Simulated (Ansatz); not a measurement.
Consider Ni.

Input

```
crystal:
  lattice:
    - [2.4489071636, 0.0, 0.0]
    - [-1.2244535818, 2.1208158152, 0.0]
    - [0.0, 0.0, 8.0322887075]
  atoms:
    - { symbol: Ni, position: [1.0, 0.0, 0.0] }
    - { symbol: Ni, position: [1.0, 0.0, 0.5] }
    - { symbol: Ni, position: [0.3333333333, 0.6666666667, 0.25] }
    - { symbol: Ni, position: [0.6666666667, 0.3333333333, 0.75] }
hamiltonian:
  xc: r2scan
  pseudopotentials:
    kind: paw
    azcp:
      Ni: "pseudopotentials/Ni.paw.azcp"
basis:
  ecutwfc: 500
  fft_grid_basis: typed
kpoints:
  mp_grid: { grid: [19, 19, 5], shift: [0, 0, 0] }
magnetization:
  spin_polarized: false
scf:
  occupations: { method: fermi_dirac, width: 0.1 }
output:
  write_density: true
  write_potential: true
  elf: true
  volumetric_format: npy
```

Run with:

```sh
ansatz run input.yaml --threads 1 --pin off --max-ram 3584MiB --backend cpu --events-out ev --progress --plain --runs-dir out
```

Below, planes, directions and counts refer to the conventional cell (a = 2.45 Å, b = 2.45 Å, c = 8.03 Å, α = 90.00°, β = 90.00°, γ = 120.00°).

Space group P6₃/mmc; set up as Ni, dhcp; a generated structure, not necessarily the stable one; computed without spin polarisation.

These are results of DFT, r2SCAN, plane waves (500 eV) with PAW, scalar-relativistic in Ansatz, not measurements.

Question: What can the converged valence pseudo-density and electron localisation function tell about the bonding?

Answer: Ni–Ni (2.46 Å): the density is about 0.34 e/Å³ at the midpoint; the ELF is about 0.25 at the midpoint: no shared electron pair shows on this line.

Question: Metal or insulator at this level of theory?

Answer: It is gapless in this calculation (a metal or semimetal).

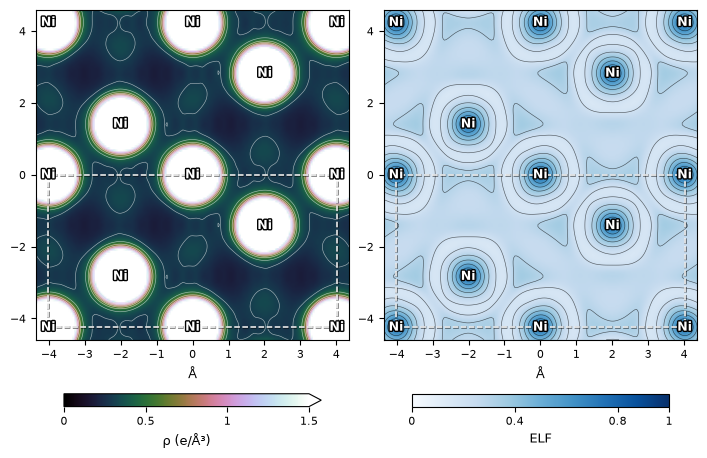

Computed valence pseudo-density and electron localisation function on the (110) plane of the conventional cell, in this order. 

Core electrons are frozen (PAW), and the valence fields are smoothed inside the atomic spheres.
